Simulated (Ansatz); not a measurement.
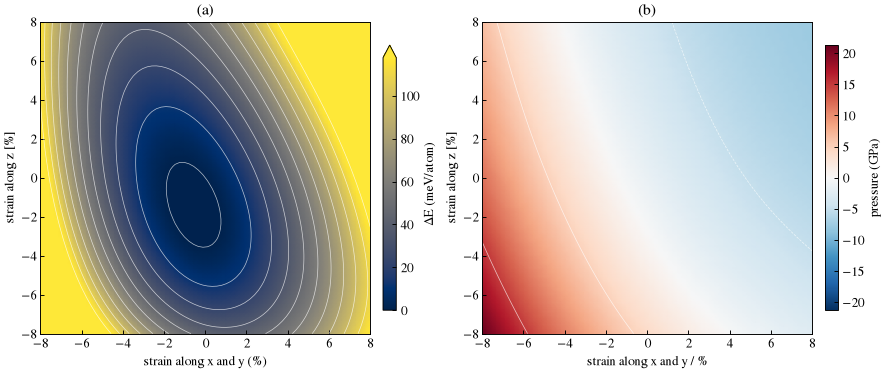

Sn (I4_1/amd, No. 141; 2 atoms in the cell). The cell is strained homogeneously, by one strain along x and y and another along z, with fractional coordinates fixed (x along [1 0 0], z along [0 0 1] of the conventional cell). First axis: strain along x and y. Second axis: strain along z. The scan uses a 5 × 5 grid. Points are written as (first, second). All energies are given in meV/atom relative to the lowest grid point. The reference cell is the one listed in the database, not relaxed at this level. These are results of DFT PBEsol, scalar-relativistic, plane waves, PAW in Ansatz 0.2.0, not measurements. Settings: cutoff 420 eV, k-mesh 16×16×16, gaussian smearing 0.15 eV, no spin polarisation.

Panel (a) is the energy; panel (b) is the computed pressure, in GPa.

The picture shows a smooth colour map with a few white contour lines, one colour for all values above the top of the scale. Between grid points the surface is interpolated.

Question: How does the pressure vary over the map, and what is it at the lowest grid point?

Answer: It runs from −7.8 GPa at (8 %, 8 %) to 21.3 GPa at (−8 %, −8 %). At the lowest grid point, (0 %, 0 %), it is −1.5 GPa.
